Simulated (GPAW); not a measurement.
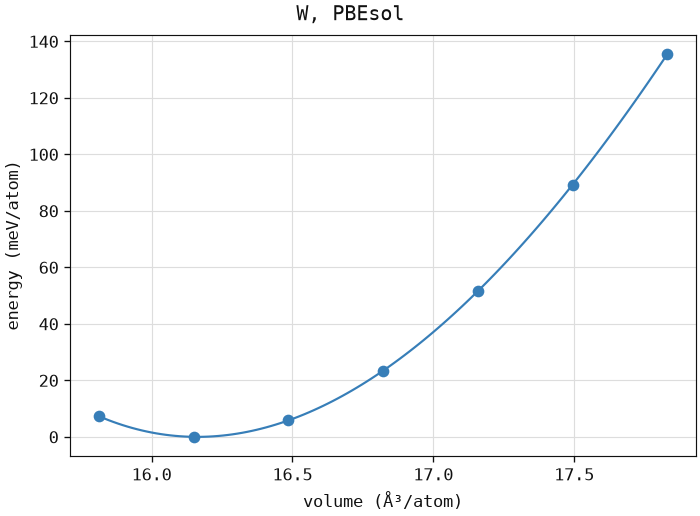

The picture above shows the energy against volume for W, space group Pbcm (No. 57).

Structure:
```yaml
crystal:
  lattice:
    - [2.80966, 0.00000, 0.00000]
    - [0.00000, 4.86387, 0.00000]
    - [0.00000, 0.00000, 4.92370]
  atoms:
    - { symbol: W, position: [0.79317, 0.93684, 0.75000] }
    - { symbol: W, position: [0.20683, 0.43684, 0.75000] }
    - { symbol: W, position: [0.20683, 0.06316, 0.25000] }
    - { symbol: W, position: [0.79317, 0.56316, 0.25000] }
```

How it was computed, with GPAW 26.7.0: PAW DFT in plane waves, on a grid or in atomic orbitals, no spin polarisation; energies at scaled volumes of the given cell, shape and fractions fixed, counted from the fit's minimum, third-order Birch-Murnaghan fit. Level: PBEsol.

k mesh 9×6×6; occupations Fermi–Dirac; smearing width 0.05 eV; potentials PAW data sets made by gpaw setup for the functional; wave cutoff 600 eV; program settings basis pw.

From this curve and the settings, what does the calculation give for the pressure at the same points?

The pressure falls from 6.80 GPa at volume 15.81 Å³/atom to −23.93 GPa at 17.83 Å³/atom, and changes sign near 16.16 Å³/atom.

```csv
volume (Å³/atom),pressure (GPa)
15.81,6.80
16.15,0.22
16.49,-5.69
16.82,-11.02
17.16,-15.79
17.49,-20.08
17.83,-23.93
```

Keep in mind: shape and atomic fractions are frozen while scaling, which makes layered, chain and framework solids too stiff.
